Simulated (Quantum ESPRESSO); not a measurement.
**GaN: single-point calculation (part 1 of 2)**

System: GaN (P6₃mc, 4 atoms in the cell).
Method: Kohn-Sham DFT of a periodic cell, PBEsol, PseudoDojo 0.4 SR PBEsol stringent, no spin polarisation (Quantum ESPRESSO 7.5).

The structure derives from an entry of the Crystallography Open Database. The volume is scaled by 1.02.

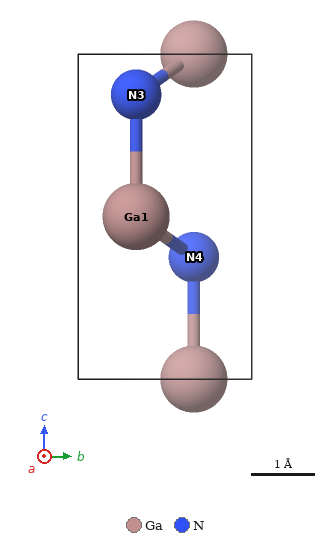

Fig. 1: The input geometry (ball-and-stick view of the cell of the calculation, along the a axis; atoms are numbered from 1 in the order of the input). An atom can appear more than once, as a periodic image.

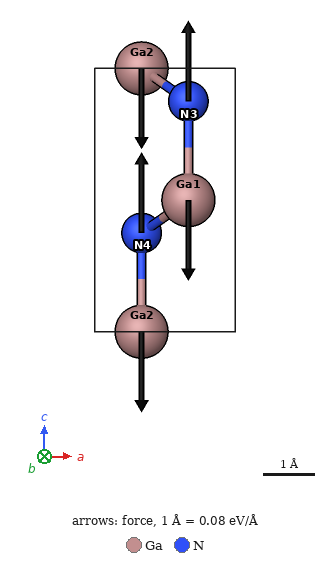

Fig. 2: Forces on the atoms as black arrows (ball-and-stick view of the cell of the calculation, along the b axis; atoms are numbered from 1 in the order of the input). The largest act on Ga1, Ga2 (0.13 eV/Å); N3, N4 (0.13 eV/Å). The geometry is not a stationary point of this energy.

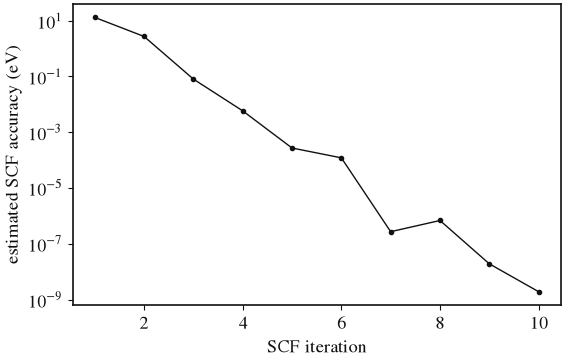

Fig. 3: Convergence of the self-consistent field: estimated SCF accuracy against the iteration. The field takes 10 iterations in all.

The input that produced these results follows, with the program's output.

## Input file
```
&CONTROL
  calculation = 'scf'
  prefix = 'pwscf'
  outdir = './tmp'
  pseudo_dir = './pseudo'
  tprnfor = .true.
  tstress = .true.
  disk_io = 'nowf'
/
&SYSTEM
  ibrav = 0
  nat = 4
  ntyp = 2
  ecutwfc = 114
  nbnd = 36
  occupations = 'smearing'
  smearing = 'fd'
  degauss = 0.00367493
/
&ELECTRONS
  conv_thr = 8d-10
  electron_maxstep = 120
  mixing_beta = 0.5
/
ATOMIC_SPECIES
Ga    69.7230 Ga.upf
N     14.0070 N.upf
CELL_PARAMETERS angstrom
   3.2010602164    0.0000000000    0.0000000000
  -1.6005301082    2.7721994664    0.0000000000
   0.0000000000    0.0000000000    5.2002129176
ATOMIC_POSITIONS crystal
Ga     0.6666666667    0.3333333333    0.5000000000
Ga     0.3333333333    0.6666666667    0.0000000000
N      0.6666666667    0.3333333333    0.8750000000
N      0.3333333333    0.6666666667    0.3750000000
K_POINTS automatic
10 10 5 0 0 0
```

Command:
```bash
OMP_NUM_THREADS=1 pw.x -in pw.in > pw.out
```

## Output
```
This program is part of the open-source Quantum ESPRESSO suite
     for quantum simulation of materials; please cite
         "P. Giannozzi et al., J. Phys.:Condens. Matter 21 395502 (2009);
         "P. Giannozzi et al., J. Phys.:Condens. Matter 29 465901 (2017);
         "P. Giannozzi et al., J. Chem. Phys. 152 154105 (2020);
          URL
     in publications or presentations arising from this work. More details at

     Message from routine setup:
     using ibrav=0 with symmetry is DISCOURAGED, use correct ibrav instead

     G-vector sticks info
     --------------------
     sticks:   dense  smooth     PW     G-vecs:    dense   smooth      PW
     Sum        1159    1159    313                51241    51241    7631

     Using Slab Decomposition

     bravais-lattice index     =            0
     lattice parameter (alat)  =       6.0491  a.u.
     unit-cell volume          =     311.4125 (a.u.)^3
     number of atoms/cell      =            4
     number of atomic types    =            2
     number of electrons       =        52.00
     number of Kohn-Sham states=           36
     kinetic-energy cutoff     =     114.0000  Ry
     charge density cutoff     =     456.0000  Ry
     scf convergence threshold =      8.0E-10
     mixing beta               =       0.5000
     number of iterations used =            8  plain     mixing
     Exchange-correlation= PBESOL
                           (   1   4  10   8   0   0   0)

     celldm(1)=   6.049127  celldm(2)=   0.000000  celldm(3)=   0.000000
     celldm(4)=   0.000000  celldm(5)=   0.000000  celldm(6)=   0.000000

     crystal axes: (cart. coord. in units of alat)
               a(1) = (   1.000000   0.000000   0.000000 )
               a(2) = (  -0.500000   0.866025   0.000000 )
               a(3) = (   0.000000   0.000000   1.624528 )

     reciprocal axes: (cart. coord. in units 2 pi/alat)
               b(1) = (  1.000000  0.577350 -0.000000 )
               b(2) = (  0.000000  1.154701  0.000000 )
               b(3) = (  0.000000 -0.000000  0.615563 )

     PseudoPot. # 1 for Ga read from file:
     Ga.upf
     Pseudo is Norm-conserving + core correction, Zval = 21.0
     Generated using ONCVPSP code by D. R. Hamann
     Using radial grid of 1902 points,  6 beta functions with:
                l(1) =   0
                l(2) =   0
                l(3) =   1
                l(4) =   1
                l(5) =   2
                l(6) =   2

     PseudoPot. # 2 for N  read from file:
     N.upf
     Pseudo is Norm-conserving + core correction, Zval =  5.0
     Generated using ONCVPSP code by D. R. Hamann
     Using radial grid of 1058 points,  4 beta functions with:
                l(1) =   0
                l(2) =   0
                l(3) =   1
                l(4) =   1

     atomic species   valence    mass     pseudopotential
     Ga               21.00    69.72300     Ga( 1.00)
     N                 5.00    14.00700     N ( 1.00)

     12 Sym. Ops. (no inversion) found ( 6 have fractional translation)

   Cartesian axes

     site n.     atom                  positions (alat units)
         1        Ga     tau(   1) = (   0.5000000   0.2886751   0.8122642  )
         2        Ga     tau(   2) = (  -0.0000000   0.5773503   0.0000000  )
         3        N      tau(   3) = (   0.5000000   0.2886751   1.4214623  )
         4        N      tau(   4) = (  -0.0000000   0.5773503   0.6091981  )

     number of k points=    42  Fermi-Dirac smearing, width (Ry)=  0.0037
                       cart. coord. in units 2pi/alat
        k(    1) = (   0.0000000   0.0000000   0.0000000), wk =   0.0040000
        k(    2) = (   0.0000000   0.0000000   0.1231127), wk =   0.0080000
        k(    3) = (   0.0000000   0.0000000   0.2462253), wk =   0.0080000
        k(    4) = (   0.0000000   0.1154701   0.0000000), wk =   0.0240000
        k(    5) = (   0.0000000   0.1154701   0.1231127), wk =   0.0480000
        k(    6) = (   0.0000000   0.1154701   0.2462253), wk =   0.0480000
        k(    7) = (   0.0000000   0.2309401   0.0000000), wk =   0.0240000
        k(    8) = (   0.0000000   0.2309401   0.1231127), wk =   0.0480000
        k(    9) = (   0.0000000   0.2309401   0.2462253), wk =   0.0480000
        k(   10) = (   0.0000000   0.3464102   0.0000000), wk =   0.0240000
        k(   11) = (   0.0000000   0.3464102   0.1231127), wk =   0.0480000
        k(   12) = (   0.0000000   0.3464102   0.2462253), wk =   0.0480000
        k(   13) = (   0.0000000   0.4618802   0.0000000), wk =   0.0240000
        k(   14) = (   0.0000000   0.4618802   0.1231127), wk =   0.0480000
        k(   15) = (   0.0000000   0.4618802   0.2462253), wk =   0.0480000
        k(   16) = (   0.0000000  -0.5773503   0.0000000), wk =   0.0120000
        k(   17) = (   0.0000000  -0.5773503   0.1231127), wk =   0.0240000
        k(   18) = (   0.0000000  -0.5773503   0.2462253), wk =   0.0240000
        k(   19) = (   0.1000000   0.1732051   0.0000000), wk =   0.0240000
        k(   20) = (   0.1000000   0.1732051   0.1231127), wk =   0.0480000
        k(   21) = (   0.1000000   0.1732051   0.2462253), wk =   0.0480000
        k(   22) = (   0.1000000   0.2886751   0.0000000), wk =   0.0480000
        k(   23) = (   0.1000000   0.2886751   0.1231127), wk =   0.0960000
        k(   24) = (   0.1000000   0.2886751   0.2462253), wk =   0.0960000
        k(   25) = (   0.1000000   0.4041452   0.0000000), wk =   0.0480000
        k(   26) = (   0.1000000   0.4041452   0.1231127), wk =   0.0960000
        k(   27) = (   0.1000000   0.4041452   0.2462253), wk =   0.0960000
        k(   28) = (   0.1000000   0.5196152   0.0000000), wk =   0.0480000
        k(   29) = (   0.1000000   0.5196152   0.1231127), wk =   0.0960000
        k(   30) = (   0.1000000   0.5196152   0.2462253), wk =   0.0960000
        k(   31) = (   0.2000000   0.3464102   0.0000000), wk =   0.0240000
        k(   32) = (   0.2000000   0.3464102   0.1231127), wk =   0.0480000
        k(   33) = (   0.2000000   0.3464102   0.2462253), wk =   0.0480000
        k(   34) = (   0.2000000   0.4618802   0.0000000), wk =   0.0480000
        k(   35) = (   0.2000000   0.4618802   0.1231127), wk =   0.0960000
        k(   36) = (   0.2000000   0.4618802   0.2462253), wk =   0.0960000
        k(   37) = (   0.2000000   0.5773503   0.0000000), wk =   0.0240000
        k(   38) = (   0.2000000   0.5773503   0.1231127), wk =   0.0480000
        k(   39) = (   0.2000000   0.5773503   0.2462253), wk =   0.0480000
        k(   40) = (   0.3000000   0.5196152   0.0000000), wk =   0.0240000
        k(   41) = (   0.3000000   0.5196152   0.1231127), wk =   0.0480000
        k(   42) = (   0.3000000   0.5196152   0.2462253), wk =   0.0480000

     Dense  grid:    51241 G-vectors     FFT dimensions: (  45,  45,  72)

     Initial potential from superposition of free atoms

     starting charge      51.9951, renormalised to      52.0000
     Starting wfcs are   34 randomized atomic wfcs +    2 random wfcs

     Self-consistent Calculation

     iteration #  1     ecut=   114.00 Ry     beta= 0.50
     Davidson diagonalization with overlap
     ethr =  1.00E-02,  avg # of iterations =  4.1

     total energy              =   -1033.07765657 Ry
     estimated scf accuracy    <       0.94967039 Ry

     iteration #  2     ecut=   114.00 Ry     beta= 0.50
     Davidson diagonalization with overlap
     ethr =  1.83E-03,  avg # of iterations =  2.0

     total energy              =   -1033.35654263 Ry
     estimated scf accuracy    <       0.19762510 Ry

     iteration #  3     ecut=   114.00 Ry     beta= 0.50
     Davidson diagonalization with overlap
     ethr =  3.80E-04,  avg # of iterations =  2.1

     total energy              =   -1033.38978057 Ry
     estimated scf accuracy    <       0.00590962 Ry

     iteration #  4     ecut=   114.00 Ry     beta= 0.50
     Davidson diagonalization with overlap
     ethr =  1.14E-05,  avg # of iterations =  2.7

     total energy              =   -1033.39011953 Ry
     estimated scf accuracy    <       0.00042815 Ry

     iteration #  5     ecut=   114.00 Ry     beta= 0.50
     Davidson diagonalization with overlap
     ethr =  8.23E-07,  avg # of iterations =  2.3

     total energy              =   -1033.39020967 Ry
     estimated scf accuracy    <       0.00001965 Ry

     iteration #  6     ecut=   114.00 Ry     beta= 0.50
     Davidson diagonalization with overlap
     ethr =  3.78E-08,  avg # of iterations =  2.0

     total energy              =   -1033.39021071 Ry
     estimated scf accuracy    <       0.00000906 Ry

     iteration #  7     ecut=   114.00 Ry     beta= 0.50
     Davidson diagonalization with overlap
     ethr =  1.74E-08,  avg # of iterations =  2.0

     total energy              =   -1033.39021195 Ry
     estimated scf accuracy    <       0.00000002 Ry

     iteration #  8     ecut=   114.00 Ry     beta= 0.50
     Davidson diagonalization with overlap
     ethr =  4.45E-11,  avg # of iterations =  3.0

     total energy              =   -1033.39021195 Ry
     estimated scf accuracy    <       0.00000005 Ry

     iteration #  9     ecut=   114.00 Ry     beta= 0.50
     Davidson diagonalization with overlap
     ethr =  4.45E-11,  avg # of iterations =  2.0

     total energy              =   -1033.39021196 Ry
     estimated scf accuracy    <          1.4E-09 Ry

     iteration # 10     ecut=   114.00 Ry     beta= 0.50
     Davidson diagonalization with overlap
     ethr =  2.70E-12,  avg # of iterations =  2.0

     End of self-consistent calculation

          k = 0.0000 0.0000 0.0000 (  6399 PWs)   bands (ev):

  -130.3355-130.3354 -81.2491 -81.2491 -81.2489 -81.2488 -81.2488 -81.2474
    -4.4872  -3.6104  -2.1166  -2.0962  -2.0962  -2.0365  -2.0365  -1.8587
    -1.8587  -1.7612  -1.7612  -0.4595   4.3084  10.3382  10.3382  11.3226
    11.3832  11.3832  13.1930  15.5076  20.4243  21.1341  21.1341  22.0438
    22.9546  22.9546  25.7133  26.8376

          k = 0.0000 0.0000 0.1231 (  6429 PWs)   bands (ev):

  -130.3355-130.3354 -81.2491 -81.2491 -81.2489 -81.2489 -81.2487 -81.2476
    -4.3725  -3.6500  -2.0942  -2.0942  -2.0822  -2.0456  -2.0456  -1.8459
    -1.8459  -1.7674  -1.7674  -0.8510   5.0151  10.2408  10.4333  10.4333
    11.2788  11.2788  14.0856  15.5836  20.1626  21.1632  21.1843  21.1843
    22.6048  22.6048  26.0830  27.3631

          k = 0.0000 0.0000 0.2462 (  6364 PWs)   bands (ev):

  -130.3354-130.3354 -81.2490 -81.2490 -81.2489 -81.2489 -81.2484 -81.2479
    -4.0881  -3.8026  -2.0849  -2.0849  -2.0661  -2.0661  -1.9236  -1.8164
    -1.8164  -1.7866  -1.7866  -1.5072   6.6031   8.4582  10.6869  10.6869
    11.0099  11.0099  15.1839  15.6454  19.7380  19.9957  21.4260  21.4260
    21.9437  21.9437  26.8798  27.9623

          k = 0.0000 0.1155 0.0000 (  6418 PWs)   bands (ev):

  -130.3355-130.3354 -81.2492 -81.2491 -81.2489 -81.2489 -81.2488 -81.2475
    -4.3914  -3.5880  -2.1046  -2.0827  -2.0658  -2.0255  -2.0178  -1.8666
    -1.8595  -1.7769  -1.7590  -0.3890   4.4497   9.6198  10.1343  10.5383
    11.2236  11.2969  13.9671  16.1092  20.1191  20.5063  21.3833  22.1174
    22.5339  23.1620  24.8858  26.3545

          k = 0.0000 0.1155 0.1231 (  6420 PWs)   bands (ev):

  -130.3354-130.3354 -81.2492 -81.2491 -81.2490 -81.2489 -81.2487 -81.2476
    -4.2824  -3.6221  -2.0927  -2.0799  -2.0468  -2.0308  -2.0271  -1.8481
    -1.8469  -1.7858  -1.7659  -0.7697   5.1262   9.7005   9.8953  10.2379
    11.0094  11.1778  14.5700  16.1717  19.8174  20.4153  21.3425  21.4379
    22.3222  22.8283  25.7218  26.9517

          k = 0.0000 0.1155 0.2462 (  6389 PWs)   bands (ev):

  -130.3354-130.3354 -81.2491 -81.2490 -81.2490 -81.2490 -81.2483 -81.2479
    -4.0162  -3.7566  -2.0763  -2.0688  -2.0566  -2.0484  -1.9199  -1.8207
    -1.8173  -1.7865  -1.7725  -1.4141   6.6369   8.3443  10.1031  10.5160
    10.5730  10.8746  15.5853  16.1651  19.3389  19.6514  21.2577  21.6861
    21.8235  22.1954  26.9144  28.0311

          k = 0.0000 0.2309 0.0000 (  6416 PWs)   bands (ev):

  -130.3354-130.3354 -81.2494 -81.2492 -81.2492 -81.2489 -81.2487 -81.2475
    -4.1451  -3.5384  -2.0739  -2.0537  -2.0042  -1.9688  -1.9353  -1.8861
    -1.8536  -1.8013  -1.7540  -0.1979   4.8482   8.1380   9.1941   9.6606
    10.9010  11.0543  15.0840  17.0391  19.0489  19.9709  21.5070  21.8376
    22.7161  23.6083  23.9377  26.3427

          k = 0.0000 0.2309 0.1231 (  6405 PWs)   bands (ev):

  -130.3354-130.3354 -81.2494 -81.2492 -81.2492 -81.2490 -81.2486 -81.2476
    -4.0542  -3.5596  -2.0710  -2.0475  -2.0145  -1.9787  -1.9299  -1.8550
    -1.8428  -1.7860  -1.7623  -0.5451   5.4053   8.2979   8.8205   9.7806
    10.7160  10.9052  15.3352  17.1048  18.9125  19.6839  21.2758  21.9384
    22.1737  23.3510  24.7216  26.8844

          k = 0.0000 0.2309 0.2462 (  6387 PWs)   bands (ev):

  -130.3354-130.3354 -81.2494 -81.2493 -81.2491 -81.2490 -81.2483 -81.2479
    -3.8417  -3.6504  -2.0556  -2.0335  -2.0293  -2.0029  -1.9045  -1.8659
    -1.8158  -1.7851  -1.6088  -1.1703   6.5856   7.7504   9.0666   9.9862
    10.1058  10.5336  16.0760  16.9059  18.7019  19.1811  21.0818  21.6617
    22.2653  22.7944  26.0050  27.4326

          k = 0.0000 0.3464 0.0000 (  6402 PWs)   bands (ev):
```
